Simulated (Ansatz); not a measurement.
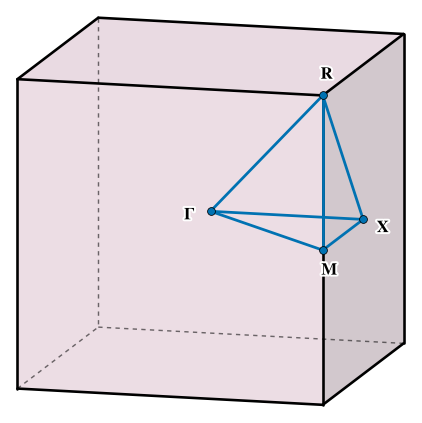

The figure shows the first Brillouin zone with its special points and a band path. Crystal: O, the end point of a relaxation with Ansatz, DFT, PBE, PAW with Ansatz's default frozen-core files, scalar-relativistic; the starting structure was generated, so it need not be a known form of this composition. Geometry calculated from the standardised cell; symmetry tolerance 0.002 Å.

Labels and path follow the convention of Hinuma et al. (2017), as computed by seekpath.

> Which Bravais lattice has this zone?

A simple cubic lattice (cP; extended symbol cP2). The zone is a cube: 6 faces (6 with 4 edges), 12 edges, 8 vertices.

> Write the standard path through the labelled points.

Γ–X–M–Γ–R–X | R–M
